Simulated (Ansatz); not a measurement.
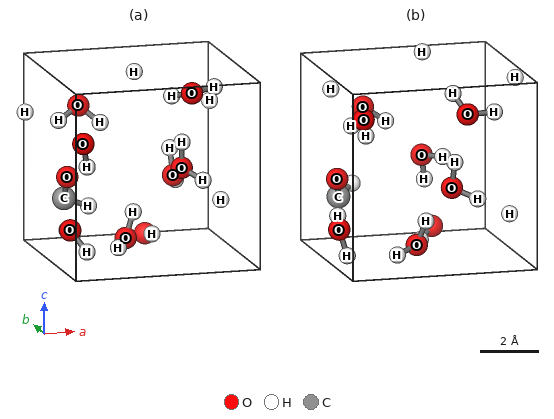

The structure of an amorphous cell of composition H$_{18}$CO$_{9}$ before (left) and after (right) a relaxation, at one scale.

A ball-and-stick model of the cell of the calculation, seen slightly off an axis.

The cell holds 8 H2O + 1 H2CO. The run prepares the start of a later molecular dynamics calculation, from a guessed geometry.

Computed with DFT PBE-D3(BJ), scalar-relativistic, plane waves, PAW (Ansatz).

The input:
```yaml
accuracy: low
crystal:
  lattice:
    - [6.701759, 0.0, 0.0]
    - [0.0, 6.701759, 0.0]
    - [0.0, 0.0, 6.701759]
  atoms:
    - { symbol: O, position: [0.601158, 0.8037057, 0.0424497] }
    - { symbol: H, position: [0.5463338, 0.8137161, -0.0908968] }
    - { symbol: H, position: [0.5990838, 0.6619561, 0.0705552] }
    - { symbol: O, position: [0.0738959, 0.119834, 0.7039785] }
    - { symbol: H, position: [0.0055995, -0.0062353, 0.6858312] }
    - { symbol: H, position: [0.1061818, 0.161783, 0.5694977] }
    - { symbol: O, position: [0.021408, 0.1855452, 0.2302522] }
    - { symbol: H, position: [0.0430227, 0.325323, 0.2005511] }
    - { symbol: H, position: [0.0927489, 0.116102, 0.1254891] }
    - { symbol: O, position: [0.2056218, 0.6816103, 0.7779571] }
    - { symbol: H, position: [0.3106856, 0.6344288, 0.6906491] }
    - { symbol: H, position: [0.0843775, 0.6326711, 0.7163782] }
    - { symbol: O, position: [0.3956054, 0.4457124, 0.1088041] }
    - { symbol: H, position: [0.4351795, 0.440505, 0.2477068] }
    - { symbol: H, position: [0.32167, 0.3231384, 0.0888953] }
    - { symbol: O, position: [0.6751044, 0.1626591, 0.9283174] }
    - { symbol: H, position: [0.5978927, 0.2798664, 0.89385] }
    - { symbol: H, position: [0.8097667, 0.2128027, 0.943773] }
    - { symbol: O, position: [0.6534519, 0.284705, 0.5039648] }
    - { symbol: H, position: [0.740492, 0.1803981, 0.4546568] }
    - { symbol: H, position: [0.648863, 0.2618915, 0.646603] }
    - { symbol: O, position: [0.7029335, 0.624548, 0.386837] }
    - { symbol: H, position: [0.7510421, 0.7495131, 0.3324635] }
    - { symbol: H, position: [0.6920688, 0.6500141, 0.5286841] }
    - { symbol: O, position: [0.1085862, 0.5512909, 0.4297267] }
    - { symbol: C, position: [0.123372, 0.6664666, 0.2895076] }
    - { symbol: H, position: [-0.008461, 0.7304611, 0.21434] }
    - { symbol: H, position: [0.2694454, 0.7133984, 0.2296294] }
basis:
  ecutwfc: 420.0
kpoints:
  mp_grid: { grid: [1, 1, 1] }
hamiltonian:
  xc: pbe
  dispersion: d3bj
scf:
  occupations: { method: fermi_dirac, width: 0.05 }
  lower_state_search: "off"
relax:
  f_tol: 0.3
  max_steps: 15
  adjacent_minimum: "off"
output:
  write_density: true
  write_potential: true
  elf: true
  volumetric_format: npy
```

Command:
```bash
ansatz run input.yaml --threads 1 --pin off --max-ram 3072MiB --backend cpu --events-out ev --progress --plain --runs-dir out
```

### Describe what moved and what it gained.

The relaxation stopped without meeting its thresholds, so the last structure isn't shown to be converged. Over 13 geometry steps the energy falls by 3.604 eV per cell of the calculation. Largest force component: 0.76 eV/Å at the start, 0.73 eV/Å at the end. The atom that moves furthest is H5 (1.29 Å along [3 0 2]). Largest moves by element: H 1.29 Å, O 1.24 Å, C 0.17 Å. The cell doesn't change. Some distances before and after: O4–H5 0.969 → 1.006 Å, O13–H14 0.969 → 1.003 Å, O10–H11 0.969 → 0.994 Å, O25–C26 1.220 → 1.237 Å. Bond angles that change, for instance: H27–C26–H28 115.7° → 119.4°, H17–O16–H18 104.0° → 107.3°, H11–O10–H12 104.0° → 101.3°. The run took 27 s on 1 thread of Arm Neoverse V2, on a shared host, peak memory 0.35 GiB.

Limits of the set-up: the program's low-accuracy preset was used; the periodic images lie only 6.7 Å apart, so the values are limited by the cell's size.
